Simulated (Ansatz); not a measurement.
# Sn₂S₃: what the fields show

The calculation's input:

```
crystal:
  lattice:
    - [8.878, 0.0, 0.0]
    - [0.0, 3.751, 0.0]
    - [0.0, 0.0, 14.02]
  atoms:
    - { symbol: Sn, position: [0.16494, 0.25, 0.05195] }
    - { symbol: Sn, position: [0.33506, 0.75, 0.55195] }
    - { symbol: Sn, position: [0.66494, 0.25, 0.44805] }
    - { symbol: Sn, position: [0.83506, 0.75, 0.94805] }
    - { symbol: Sn, position: [0.48509, 0.75, 0.16936] }
    - { symbol: Sn, position: [0.01491, 0.25, 0.66936] }
    - { symbol: Sn, position: [0.98509, 0.75, 0.33064] }
    - { symbol: Sn, position: [0.51491, 0.25, 0.83064] }
    - { symbol: S, position: [0.98047, 0.75, 0.1064] }
    - { symbol: S, position: [0.51953, 0.25, 0.6064] }
    - { symbol: S, position: [0.48047, 0.75, 0.3936] }
    - { symbol: S, position: [0.01953, 0.25, 0.8936] }
    - { symbol: S, position: [0.33879, 0.75, 0.99524] }
    - { symbol: S, position: [0.16121, 0.25, 0.49524] }
    - { symbol: S, position: [0.83879, 0.75, 0.50476] }
    - { symbol: S, position: [0.66121, 0.25, 0.00476] }
    - { symbol: S, position: [0.28631, 0.25, 0.21246] }
    - { symbol: S, position: [0.21369, 0.75, 0.71246] }
    - { symbol: S, position: [0.78631, 0.25, 0.28754] }
    - { symbol: S, position: [0.71369, 0.75, 0.78754] }
basis:
  ecutwfc: 420
kpoints:
  mp_grid: { grid: [4, 8, 2] }
hamiltonian:
  xc: pbesol
scf:
  occupations: { method: gaussian, width: 0.02 }
output:
  forces: true
  stress: true
  eigenvalues: true
  write_density: true
  write_potential: true
  elf: true
  volumetric_format: npy
relax:
  adjacent_minimum: "off"
  f_tol: 0.005
  max_steps: 80
  cell: { stress_tol: 0.05 }
```

Command:

```sh
ansatz run input.yaml --threads 8 --pin off --max-ram 22528MiB --backend cpu --events-out ev --progress --plain --runs-dir out
```

Below, planes, directions and counts refer to the conventional cell (a = 8.79 Å, b = 3.77 Å, c = 13.82 Å, α = 90.00°, β = 90.00°, γ = 90.00°).

The fields are those of the run's last geometry, not of the input's.

Space group Pnma.

Computed with Ansatz, DFT PBEsol, scalar-relativistic, plane waves, PAW.

The density is the valence pseudo-density of a PAW calculation; it isn't the true density close to the nuclei.

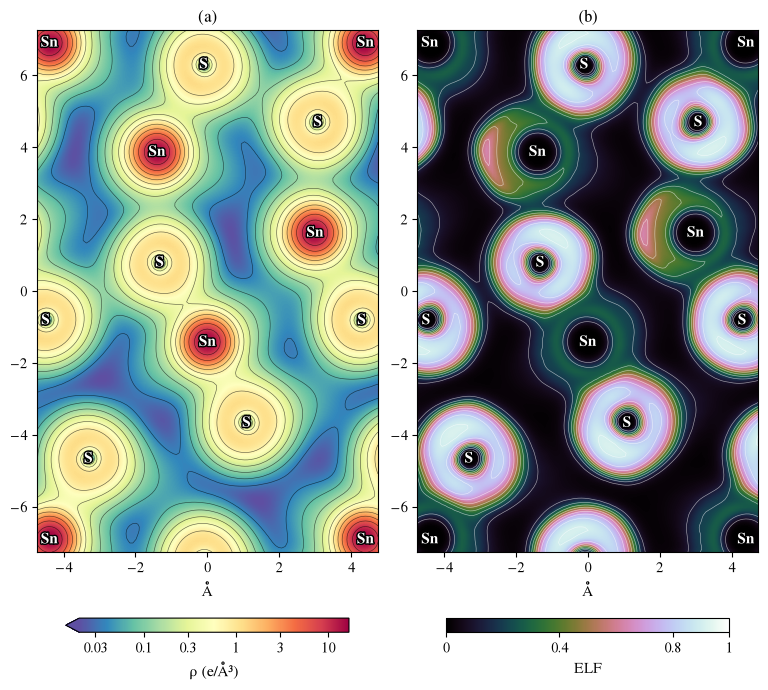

Figure 1. (a) valence electron density; (b) electron localisation function on the (010) plane of the conventional cell.

> Read the bonding off the picture.

Atoms in the plane: Sn and S.
Sn–S (2.50 Å): ρ is about 0.5 e/Å³ halfway; the ELF peaks at about 0.85 in the valence shell of S, 0.8 Å from its nucleus, and is about 0.55 at the midpoint.
Sn–S (2.58 Å): ρ is about 0.44 e/Å³ halfway; the ELF peaks at about 0.85 in the valence shell of S, 0.8 Å from its nucleus, and is about 0.55 at the midpoint.
Sn–S (2.76 Å): the density is about 0.31 e/Å³ at the midpoint; the ELF peaks at about 0.90 in the valence shell of S, 0.8 Å from its nucleus, and drops to about 0.25 between the two atoms.
Between the atoms the lowest density in this plane is 0.02 e/Å³.
The ELF also peaks beside S, away from the bonds: lone-pair regions.

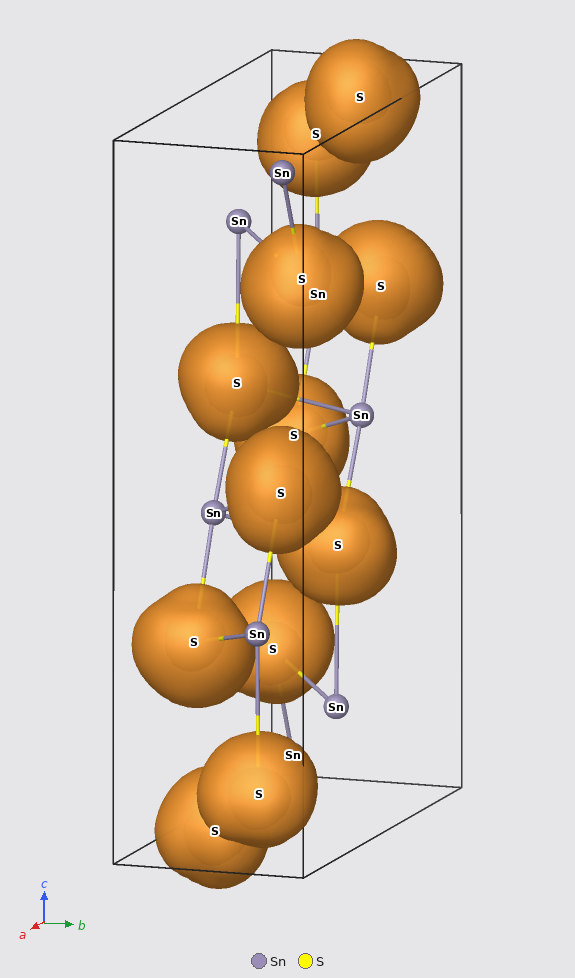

Figure 2. Isosurface of the electron localisation function at 0.75 (orange), seen slightly off an axis. Core shells and regions of very low density are left out. Sticks mark near contacts.

> What do the ELF domains correspond to?

At this value the surface marks out twelve regions wrapped around S (the valence shell of each), counted in one cell of 20 atoms. Regions shared between cells count once.


 Sn–S (2.57 Å): the ELF peaks at about 0.85 in the valence shell of S, 0.8 Å from its nucleus, and is about 0.55 at the midpoint.

> Does the calculation give a band gap?

It is gapped, with a Kohn–Sham gap of 0.47 eV on the k-point mesh, an upper bound to the gap of this method.
